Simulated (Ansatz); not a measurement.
## IrO$_{2}$: single-point calculation (part 2 of 2)

IrO$_{2}$ (slab, 18 atoms in the cell); DFT PBEsol, scalar-relativistic, plane waves, PAW, no spin polarisation (Ansatz 0.2.0); cutoff 420 eV, 11×8×1 k-mesh, Gaussian smearing of 0.1 eV. The structure derives from an entry of the Crystallography Open Database. It belongs to a series of runs on one base structure; here: (1 0 0) slab cut from the bulk.

Geometry of the input (Å; fractional positions):
```
3.1536  0.0000  0.0000
0.0000  4.4715  0.0000
0.0000  0.0000  27.5594
O  0.5000  0.8088  0.2721
O  0.0000  0.3088  0.2912
Ir 0.5000  0.5000  0.3222
O  0.0000  0.6912  0.3533
O  0.5000  0.1912  0.3723
Ir 0.0000  0.0000  0.4034
O  0.5000  0.8088  0.4344
O  0.0000  0.3088  0.4535
Ir 0.5000  0.5000  0.4845
O  0.0000  0.6912  0.5155
O  0.5000  0.1912  0.5346
Ir 0.0000  0.0000  0.5656
O  0.5000  0.8088  0.5966
O  0.0000  0.3088  0.6157
Ir 0.5000  0.5000  0.6467
O  0.0000  0.6912  0.6778
O  0.5000  0.1912  0.6968
Ir 0.0000  0.0000  0.7279
```

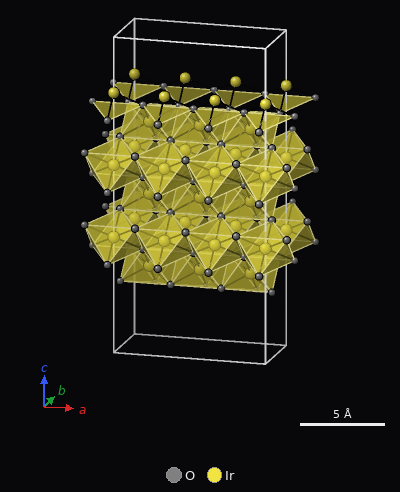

Figure 1. The structure as given in the input (polyhedral view of the 3 × 1 repeat of the cell, with the vacuum cut short, seen slightly off an axis; polyhedra are completed across the faces of the cell). An atom can appear more than once, as a periodic image.

**Output, continued**
```
  k-point 0: bands = ["-90.1597", "-89.8328", "-89.7382", "-89.6935", "-89.6431", "-88.5077", "-47.1777", "-46.9149", "-46.7751", "-46.7452", "-46.7100", "-46.6723", "-46.6557", "-46.6245", "-46.6177", "-46.5609", "-46.5552", "-46.5201", "-46.4363", "-46.3999", "-46.3367", "-45.5963", "-45.3927", "-45.1989", "-17.5872", "-17.2676", "-16.8118", "-16.4455", "-16.2643", "-16.0683", "-15.7055", "-15.5185", "-15.4040", "-15.2932", "-13.9224", "-12.8902", "-6.1664", "-5.9640", "-5.5090", "-5.4131", "-4.6289", "-4.4896", "-4.4838", "-4.4126", "-4.4063", "-4.3707", "-4.2298", "-3.9010", "-3.7041", "-3.2268", "-2.8856", "-2.7222", "-2.6527", "-1.8653", "-1.7790", "-1.7596", "-1.7364", "-1.6935", "-1.3406", "-0.6669", "-0.4743", "-0.2579", "-0.0482", "-0.0309", "-0.0013", "0.4163", "0.7002", "0.8214", "0.8234", "1.0468", "1.2388", "1.2748", "1.3953", "1.5873", "1.6276", "1.7061", "1.8333", "2.0332", "2.0749", "2.1939", "2.2256", "2.3597", "2.5529", "2.7881", "2.9236", "3.1544", "3.4584", "3.7301", "3.8136", "4.0906", "4.4741", "4.8775", "5.2678", "5.6483", "6.4630", "7.4146", "7.5459", "7.6546", "7.7498", "7.8738", "8.1853", "8.1924", "8.5946", "8.6805", "9.3604"]
  k-point 1: bands = ["-90.1597", "-89.8328", "-89.7382", "-89.6935", "-89.6431", "-88.5077", "-47.1777", "-46.9149", "-46.7752", "-46.7452", "-46.7101", "-46.6724", "-46.6559", "-46.6245", "-46.6176", "-46.5609", "-46.5552", "-46.5201", "-46.4363", "-46.3999", "-46.3367", "-45.5964", "-45.3927", "-45.1989", "-17.5330", "-17.2372", "-16.8232", "-16.4603", "-16.2726", "-16.0743", "-15.6997", "-15.5597", "-15.3855", "-15.3334", "-13.9190", "-12.9046", "-6.1221", "-6.0097", "-5.4745", "-5.4352", "-4.6370", "-4.4941", "-4.4850", "-4.4192", "-4.3942", "-4.3756", "-4.1302", "-3.9053", "-3.6260", "-3.2274", "-2.8836", "-2.6855", "-2.5886", "-1.9123", "-1.7933", "-1.7842", "-1.6696", "-1.5442", "-1.2644", "-0.7133", "-0.5918", "-0.3071", "-0.2170", "-0.0283", "0.0145", "0.1998", "0.5662", "0.6860", "0.7896", "0.9869", "1.1604", "1.3440", "1.3847", "1.5935", "1.5961", "1.8622", "1.9129", "2.0599", "2.0744", "2.1972", "2.2132", "2.5082", "2.5576", "2.7841", "2.9084", "3.1680", "3.4572", "3.8037", "3.8134", "4.1801", "4.4755", "4.8044", "5.3605", "5.6479", "6.3777", "7.4144", "7.4927", "7.5430", "7.7502", "7.8695", "8.1911", "8.3655", "8.5072", "8.8295", "9.1999"]
  k-point 2: bands = ["-90.1597", "-89.8328", "-89.7382", "-89.6935", "-89.6431", "-88.5077", "-47.1778", "-46.9149", "-46.7754", "-46.7451", "-46.7103", "-46.6727", "-46.6564", "-46.6245", "-46.6174", "-46.5608", "-46.5552", "-46.5203", "-46.4363", "-46.3999", "-46.3367", "-45.5965", "-45.3927", "-45.1990", "-17.3811", "-17.1518", "-16.8461", "-16.5262", "-16.2981", "-16.1009", "-15.7212", "-15.5885", "-15.4356", "-15.3580", "-13.9136", "-12.9374", "-6.0753", "-6.0416", "-5.4875", "-5.4249", "-4.6570", "-4.5184", "-4.4894", "-4.4360", "-4.3872", "-4.3823", "-3.9155", "-3.8190", "-3.3542", "-3.2275", "-2.7752", "-2.6782", "-2.4592", "-1.9064", "-1.7825", "-1.6851", "-1.5520", "-1.4145", "-1.1328", "-0.8711", "-0.8395", "-0.7966", "-0.4063", "-0.2088", "-0.0231", "0.0588", "0.3359", "0.4756", "0.7590", "0.8181", "1.1094", "1.2836", "1.3994", "1.5756", "1.5783", "1.9096", "2.0617", "2.0663", "2.1965", "2.2170", "2.3253", "2.5568", "2.5903", "2.8473", "2.9641", "3.2513", "3.5822", "3.8112", "3.9045", "4.2462", "4.5139", "4.5727", "5.6457", "5.7563", "6.3067", "7.1512", "7.4116", "7.5397", "7.7460", "7.8668", "8.0160", "8.1876", "8.7331", "8.8579", "9.3397"]
  k-point 29: bands = ["-90.1570", "-89.8299", "-89.7354", "-89.6907", "-89.6402", "-88.5051", "-47.1712", "-47.0224", "-46.8602", "-46.7705", "-46.7365", "-46.7041", "-46.6732", "-46.6659", "-46.6391", "-46.6290", "-46.6124", "-46.5391", "-46.4204", "-46.3841", "-46.3204", "-45.5898", "-45.4906", "-45.1866", "-16.3616", "-16.3355", "-16.1811", "-16.1726", "-16.0320", "-16.0021", "-15.8811", "-15.8039", "-15.7058", "-15.6101", "-13.9314", "-12.8263", "-5.0649", "-5.0625", "-4.8588", "-4.8193", "-4.6454", "-4.5734", "-4.4161", "-4.3461", "-4.1300", "-4.0979", "-3.8854", "-3.7877", "-3.4180", "-3.3678", "-2.8834", "-2.7677", "-2.3188", "-2.2499", "-2.0729", "-2.0326", "-1.8841", "-1.7126", "-1.2074", "-1.0506", "-0.8366", "-0.6767", "-0.5156", "-0.2751", "-0.0524", "0.1573", "0.2114", "0.4073", "0.6218", "0.7187", "1.0474", "1.2739", "1.3365", "1.6958", "1.8472", "1.8738", "1.9182", "1.9505", "2.0268", "2.0457", "2.3481", "2.4527", "2.8457", "2.9405", "2.9971", "3.2949", "3.5195", "3.8734", "3.9376", "4.0244", "4.2432", "4.2969", "5.1615", "5.1765", "5.7088", "5.7228", "6.1925", "7.1280", "7.5527", "7.7620", "8.0130", "8.1853", "8.3546", "10.8486", "11.2729"]
```

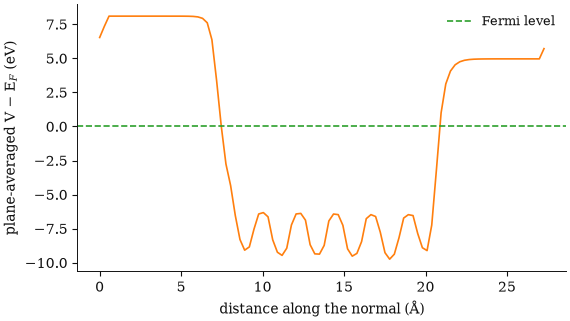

Figure 2. Plane average of the electrostatic potential energy of an electron across the cell, from the Fermi level. The vacuum level lies 4.96 eV above the Fermi level on the upper side and 8.10 eV on the lower.

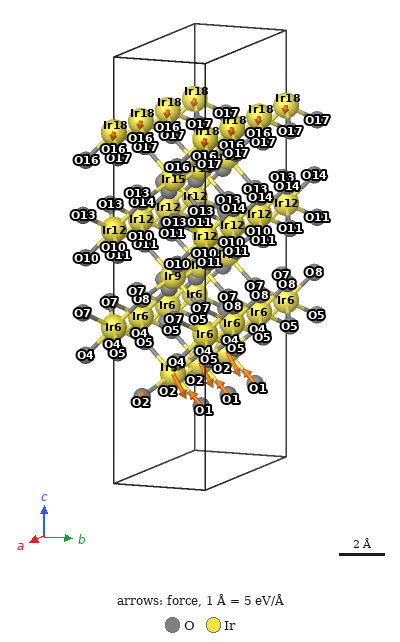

Figure 3. Forces on the atoms as orange arrows (ball-and-stick view of the 3 × 1 repeat of the cell, with the vacuum cut short, seen slightly off an axis; bonded neighbours outside the cell are drawn too; atoms are numbered from 1 in the order of the input); the smallest are left out. The largest act on Ir3 (6.51 eV/Å); O1 (4.51 eV/Å); Ir18 (2.14 eV/Å). The geometry is not a stationary point of this energy.

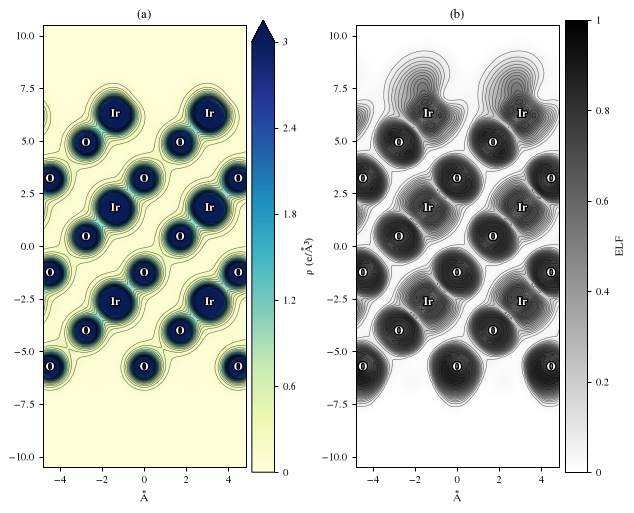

Figure 4. (a) valence electron density; (b) ELF on the (100) plane of the calculation cell, a cut from vacuum to vacuum. Ir–O (1.95 Å): ρ at the midpoint is about 0.99 e/Å³; the ELF is about 0.20 at the midpoint (no shared pair; the contact is polar). The density dies away to nearly zero in the vacuum. The strong features right at Ir lie inside the PAW spheres (semicore, d or f shells) and say nothing about bonding. In a PAW calculation such maps are meaningful between the atoms, not at the nuclei.

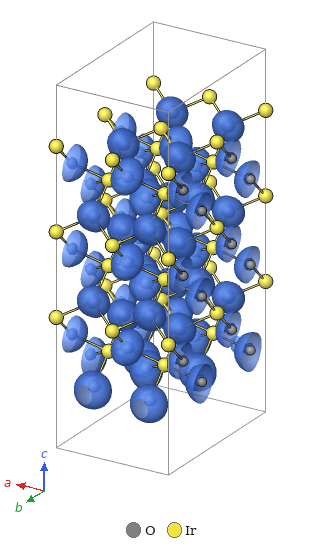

Figure 5. Isosurface of the electron localisation function at 0.65 (blue), seen at an oblique angle. Core shells and regions of very low density are left out. Sticks mark near contacts. Values along the shortest contacts: Ir–O (1.95 Å): the ELF is about 0.20 at the midpoint; a polar contact without a shared pair, in a metal.

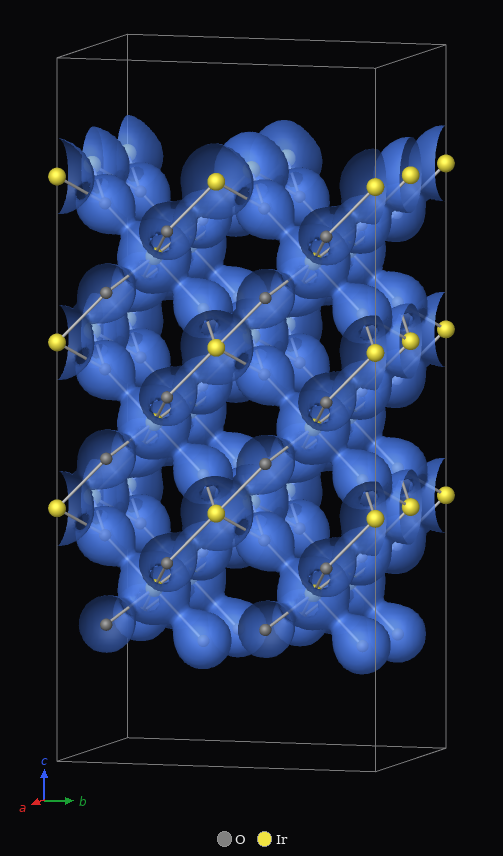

Figure 6. Isosurface of the valence electron density at 0.8 e/Å³ (blue), seen slightly off an axis. Sticks mark near contacts. At this value the density is joined into sheets; it holds about 80 % of the electrons treated as valence (semicore included). On the grid the lowest density along these lines, outside the cores, is 0.97 e/Å³ (Ir–O, 1.95 Å).

**Key numbers**

```json
{"quantity": "outcome", "value": "converged"}
{"quantity": "electrons treated", "value": "174"}
{"quantity": "free energy", "value": "−77502.5263 eV"}
{"quantity": "work function, top face", "value": "4.96 eV"}
{"quantity": "work function, bottom face", "value": "8.10 eV"}
{"quantity": "Fermi energy", "value": "3.740 eV"}
{"quantity": "gap on the k-point mesh", "value": "none (metallic)"}
{"quantity": "work function (upper face)", "value": "4.96 eV"}
{"quantity": "largest force (length of the vector)", "value": "6.514 eV/Å"}
{"quantity": "wall time", "value": "38 s (CPU time 75 s)"}
{"quantity": "peak memory", "value": "1.2 GiB"}
```

**Remarks**

Warnings of the run: the exchange-correlation potential is rough where the density is thin. Spin–orbit coupling is left out, which matters for Ir.
